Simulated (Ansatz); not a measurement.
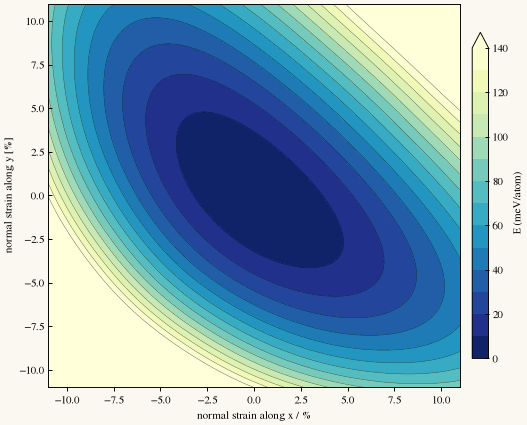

AlNi (P4/mmm, No. 123; 2 atoms in the cell). The energy is mapped over two homogeneous strains. Coordinates scanned: (1) normal strain along x; (2) normal strain along y. Nothing is relaxed (symmetry fixes all fractional coordinates). Grid: 7 × 7 points; 28 points were computed and 21 follow by symmetry. Points are written as (first, second). All energies are given in meV/atom relative to the lowest grid point. The runs have no spin polarisation; a magnetic state may lie lower. The calculation used Ansatz 0.2.0, DFT PBEsol, scalar-relativistic, plane waves, PAW. Settings: cutoff 520 eV, k-mesh 16×16×16, gaussian smearing 0.15 eV, no spin polarisation.

The picture shows filled contours, one colour for all values above the top of the scale. Between grid points the surface is interpolated.

The lowest grid point is at (0.0 %, 0.0 %). It is the only kind of minimum in the scanned range. The highest grid point, (−11.0 %, −11.0 %), lies 445 meV/atom above the lowest. Round the minimum the valley is strongly tilted: raising normal strain along x shifts the best value of normal strain along y downwards (coupling k₁₂/√(k₁₁k₂₂) about 0.6).

The level of theory is changed to Ansatz 0.2.0, DFT PBE, scalar-relativistic, plane waves, PAW; with it change the cell, relaxed at the new level (first cell vector 2.889 Å, before 2.858 Å).

Q: What does this change do to the map?

A: The lowest place stays at (0.0 %, 0.0 %). The span from the lowest to the highest grid point shrinks from 445 to 424 meV/atom. The curvature at the minimum changes by less than a tenth (about 210) GPa along normal strain along x and by less than a tenth (about 210) GPa along normal strain along y.

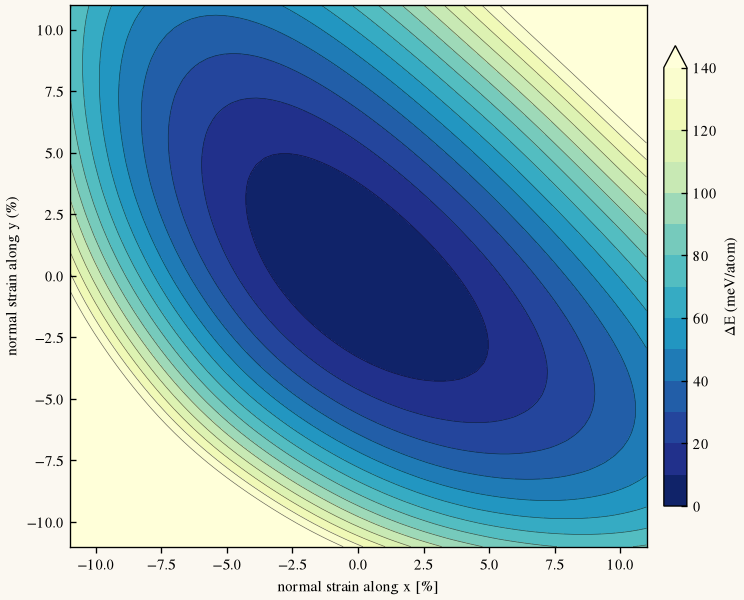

The map after the change, on a colour scale of its own. In the figure: filled contours, one colour for all values above the top of the scale. Between grid points the surface is interpolated.

PAW datasets: the set soft_1.
